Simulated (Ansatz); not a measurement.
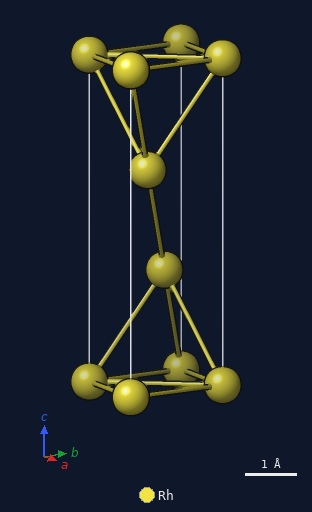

Solid Rh (a generated structure, set up in R-3m), before the relaxation. Style: ball-and-stick. Shown: the cell of the calculation, slightly off an axis.

Case: stacking ABC.

These are results of Ansatz 0.2.0, DFT PBE, scalar-relativistic, plane waves, PAW, not measurements.

The input:
```yaml
crystal:
  lattice:
    - [2.7247109498, 0.0, 0.0]
    - [-1.3623554749, 2.3596689005, 0.0]
    - [0.0, 0.0, 6.5770301429]
  atoms:
    - { symbol: Rh, position: [0.0, 0.0, 0.0] }
    - { symbol: Rh, position: [0.3333333333, 0.6666666667, 0.3333333333] }
    - { symbol: Rh, position: [0.6666666667, 0.3333333333, 0.6666666667] }
basis:
  ecutwfc: 420
kpoints:
  mp_grid: { grid: [18, 18, 7] }
hamiltonian:
  xc: pbe
scf:
  occupations: { method: gaussian, width: 0.1 }
output:
  forces: true
  stress: true
  eigenvalues: true
  populations: true
relax:
  adjacent_minimum: "off"
  f_tol: 0.01
  max_steps: 45
  cell: { stress_tol: 0.05 }
```

Run as
```bash
ansatz run input.yaml --threads 1 --pin off --max-ram 2560MiB --backend cpu --events-out ev --progress --plain --runs-dir out
```

**What does the optimiser find from here?**

After 3 accepted moves (4 points after the start) the energy has fallen by 2.3 meV per atom. All forces vanish by symmetry, so only the cell relaxes. Pressure: −0.84 GPa at the start and 0.00 GPa at the end. At 1 point the geometry stayed and the basis and grid were re-selected for the new cell (energy shift of less than 0.05 meV per atom at most each time). The atoms keep their places relative to the cell (all moves are under 0.005 Å). Cell: a = b 2.725 → 2.709 Å (−0.6 %), c 6.577 → 6.632 Å (+0.8 %). Volume −0.4 %. Near-neighbour distances that change, for instance: Rh1–Rh1 2.725 → 2.709 Å, Rh1–Rh2 2.698 → 2.708 Å. The space group (tolerance 0.01 Å) goes from R-3m (No. 166) to Fm-3m (No. 225). The run took 71 s on 1 thread of Arm Neoverse V1 (shared host), peak memory 0.48 GiB.

History of the run:

```csv
step,"E − E(0), meV/atom","pressure, GPa","volume, Å³/atom",note
0,0.00,-0.84,14.095,
1,-1.45,1.07,13.989,
2,-2.35,-0.13,14.052,
3,-2.35,0.00,14.045,
4,-2.33,0.00,14.045,"same geometry, new basis"
```

Final geometry:

```
Rh
1.0
     2.70855    0.00000    0.00000
    -1.35427    2.34567    0.00000
     0.00000    0.00000    6.63196
Rh
3
Direct
  0.00000 0.00000 0.00000
  0.33333 0.66667 0.33333
  0.66667 0.33333 0.66667
```

After the run, drawn alike:

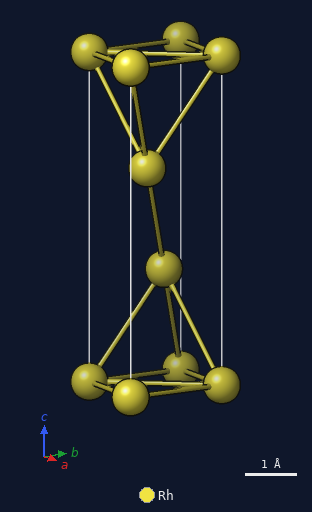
